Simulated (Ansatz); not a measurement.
# Si45Ge19: what the fields show

The calculation's input:

```
crystal:
  lattice:
    - [10.9347018, 0.0, 0.0]
    - [0.0, 10.9347018, 0.0]
    - [0.0, 0.0, 10.9347018]
  atoms:
    - { symbol: Si, position: [0.0, 0.0, 0.0] }
    - { symbol: Si, position: [0.0, 0.0, 0.5] }
    - { symbol: Ge, position: [0.0, 0.5, 0.0] }
    - { symbol: Si, position: [0.0, 0.5, 0.5] }
    - { symbol: Si, position: [0.5, 0.0, 0.0] }
    - { symbol: Si, position: [0.5, 0.0, 0.5] }
    - { symbol: Si, position: [0.5, 0.5, 0.0] }
    - { symbol: Si, position: [0.5, 0.5, 0.5] }
    - { symbol: Si, position: [0.0, 0.25, 0.25] }
    - { symbol: Si, position: [0.0, 0.25, 0.75] }
    - { symbol: Si, position: [0.0, 0.75, 0.25] }
    - { symbol: Si, position: [0.0, 0.75, 0.75] }
    - { symbol: Si, position: [0.5, 0.25, 0.25] }
    - { symbol: Ge, position: [0.5, 0.25, 0.75] }
    - { symbol: Ge, position: [0.5, 0.75, 0.25] }
    - { symbol: Ge, position: [0.5, 0.75, 0.75] }
    - { symbol: Ge, position: [0.25, 0.0, 0.25] }
    - { symbol: Si, position: [0.25, 0.0, 0.75] }
    - { symbol: Si, position: [0.25, 0.5, 0.25] }
    - { symbol: Ge, position: [0.25, 0.5, 0.75] }
    - { symbol: Ge, position: [0.75, 0.0, 0.25] }
    - { symbol: Si, position: [0.75, 0.0, 0.75] }
    - { symbol: Si, position: [0.75, 0.5, 0.25] }
    - { symbol: Si, position: [0.75, 0.5, 0.75] }
    - { symbol: Si, position: [0.25, 0.25, 0.0] }
    - { symbol: Si, position: [0.25, 0.25, 0.5] }
    - { symbol: Si, position: [0.25, 0.75, 0.0] }
    - { symbol: Si, position: [0.25, 0.75, 0.5] }
    - { symbol: Si, position: [0.75, 0.25, 0.0] }
    - { symbol: Si, position: [0.75, 0.25, 0.5] }
    - { symbol: Ge, position: [0.75, 0.75, 0.0] }
    - { symbol: Ge, position: [0.75, 0.75, 0.5] }
    - { symbol: Ge, position: [0.125, 0.125, 0.125] }
    - { symbol: Si, position: [0.125, 0.125, 0.625] }
    - { symbol: Si, position: [0.125, 0.625, 0.125] }
    - { symbol: Si, position: [0.125, 0.625, 0.625] }
    - { symbol: Si, position: [0.625, 0.125, 0.125] }
    - { symbol: Ge, position: [0.625, 0.125, 0.625] }
    - { symbol: Si, position: [0.625, 0.625, 0.125] }
    - { symbol: Si, position: [0.625, 0.625, 0.625] }
    - { symbol: Si, position: [0.125, 0.375, 0.375] }
    - { symbol: Si, position: [0.125, 0.375, 0.875] }
    - { symbol: Si, position: [0.125, 0.875, 0.375] }
    - { symbol: Si, position: [0.125, 0.875, 0.875] }
    - { symbol: Si, position: [0.625, 0.375, 0.375] }
    - { symbol: Ge, position: [0.625, 0.375, 0.875] }
    - { symbol: Ge, position: [0.625, 0.875, 0.375] }
    - { symbol: Ge, position: [0.625, 0.875, 0.875] }
    - { symbol: Ge, position: [0.375, 0.125, 0.375] }
    - { symbol: Ge, position: [0.375, 0.125, 0.875] }
    - { symbol: Si, position: [0.375, 0.625, 0.375] }
    - { symbol: Si, position: [0.375, 0.625, 0.875] }
    - { symbol: Si, position: [0.875, 0.125, 0.375] }
    - { symbol: Ge, position: [0.875, 0.125, 0.875] }
    - { symbol: Si, position: [0.875, 0.625, 0.375] }
    - { symbol: Si, position: [0.875, 0.625, 0.875] }
    - { symbol: Ge, position: [0.375, 0.375, 0.125] }
    - { symbol: Si, position: [0.375, 0.375, 0.625] }
    - { symbol: Si, position: [0.375, 0.875, 0.125] }
    - { symbol: Si, position: [0.375, 0.875, 0.625] }
    - { symbol: Si, position: [0.875, 0.375, 0.125] }
    - { symbol: Si, position: [0.875, 0.375, 0.625] }
    - { symbol: Si, position: [0.875, 0.875, 0.125] }
    - { symbol: Ge, position: [0.875, 0.875, 0.625] }
scf:
  occupations: { method: gaussian, width: 0.05 }
output:
  forces: true
  stress: true
  eigenvalues: true
  write_density: true
  write_potential: true
  elf: true
  volumetric_format: npy
hamiltonian:
  xc: lda
kpoints:
  mp_grid: { grid: [2, 2, 2] }
relax:
  f_tol: 0.003
  cell: { stress_tol: 0.02 }
```

Run with:

```sh
ansatz run input.yaml --threads 6 --pin off --max-ram 12288MiB --backend cpu --events-out ev --progress --plain --runs-dir out
```

Below, planes, directions and counts refer to the conventional cell (a = 10.92 Å, b = 10.92 Å, c = 10.92 Å, α = 90.00°, β = 89.99°, γ = 90.00°).

The fields are those of the relaxed geometry.

Space group P1.

These are results of Ansatz 0.2.0, DFT LDA, scalar-relativistic, plane waves, PAW, not measurements.

In a PAW calculation such maps are meaningful between the atoms, not at the nuclei.

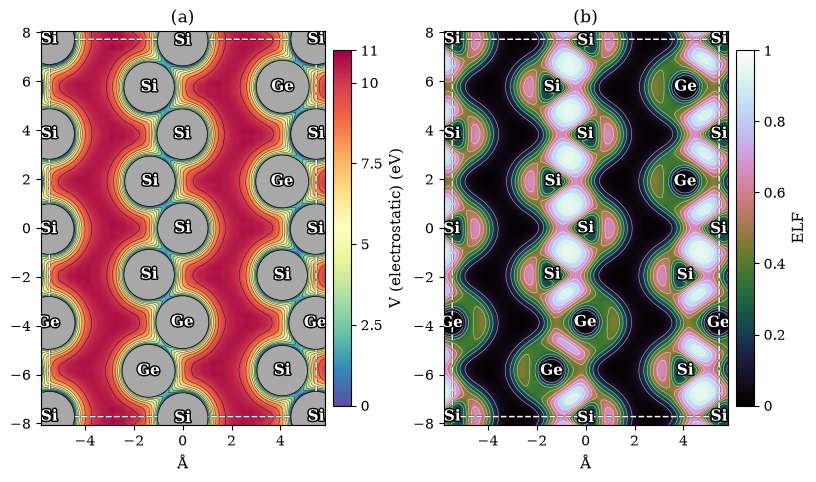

Figure 1. (a) electrostatic potential (local pseudopotential plus Hartree) felt by an electron; (b) electron localisation function on the (101) plane of the conventional cell. Grey discs cover the atomic cores in the potential map.

Q: What does the map show?

A:
- Atoms in the plane: Si and Ge.
- Si–Si (2.33 Å): the ELF peaks at about 0.95 between the atoms: localised, covalent bonding.
- Si–Ge (2.37 Å): the ELF peaks at about 0.90 between the atoms (a covalent bond).
- Ge–Ge (2.42 Å): the ELF peaks at about 0.75 between the atoms (localised, covalent bonding).
- Outside the cores the potential energy rises away from the atoms and is highest about 2.3 Å from the nearest atoms; its zero is arbitrary.

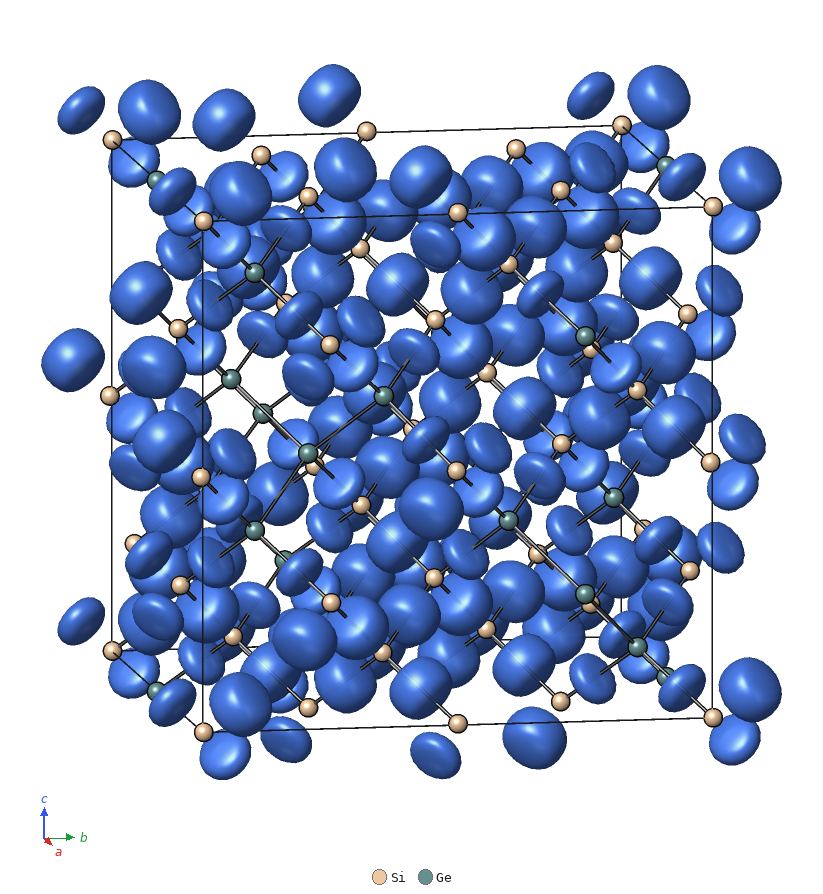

Figure 2. Isosurface of the ELF at 0.8 (blue), seen slightly off an axis. Core shells and regions of very low density are left out. Sticks mark near contacts.

Q: Describe the localisation domains.

A: The ELF exceeds this value in 54 regions between bonded Ge–Si atoms (shared pairs) and 63 regions between bonded Si–Si atoms (shared pairs), counted in one cell of 64 atoms. Any copies at cell faces, edges or corners count once. Profiles from the grid: Si–Ge (2.36 Å): the ELF peaks at about 0.95 between the atoms, as expected for a shared electron pair.

Q: Does the calculation make it a metal, or give it a gap?

A: It is gapped, with a Kohn–Sham gap of 0.39 eV on the k-point mesh (the band edges may lie off the mesh, which would make the gap smaller).
